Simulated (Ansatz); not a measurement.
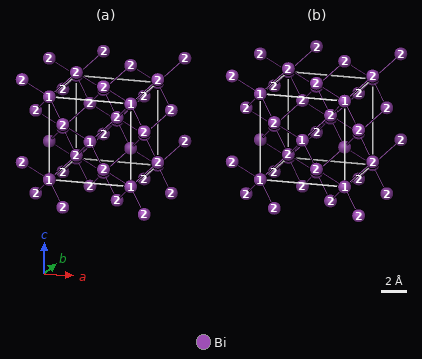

The structure of solid Bi (built on the random type) (coarse preliminary run) before (left) and after (right) a relaxation, at one scale.

The picture is a ball-and-stick view of the conventional cell (4 times the calculation's cell), seen slightly off an axis. Lengths and directions refer to the drawn axes.

Case: random cell with space group Fd-3m (No. 227).

All numbers below come from Ansatz 0.2.0, DFT PBE, scalar-relativistic, plane waves, PAW. (plane-wave cutoff 420 eV; k-point mesh 4 × 4 × 4; occupations gaussian; smearing width 0.1 eV; no spin polarisation; cell and atoms relaxed; force threshold 0.04 eV/Å; at most 70 steps)

### What changed between the two?

After 2 accepted moves (3 points after the start) the energy has fallen by 47.9 meV per atom. All forces vanish by symmetry, so only the cell relaxes. Pressure: 3.73 GPa at the start and −0.19 GPa at the end. The SCF was repeated once at an unchanged geometry on a basis and grid sized afresh for the cell, which shifted the energy by 0.6 meV per atom at most. No atom moves by more than 0.005 Å relative to the cell. Cell: a = b = c 7.009 → 7.262 Å (+3.6 %). Volume +11.2 %. Some distances before and after: Bi1–Bi2 3.035 → 3.144 Å. The space group stays Fd-3m (No. 227). The run took about 2 core-seconds on a shared host.
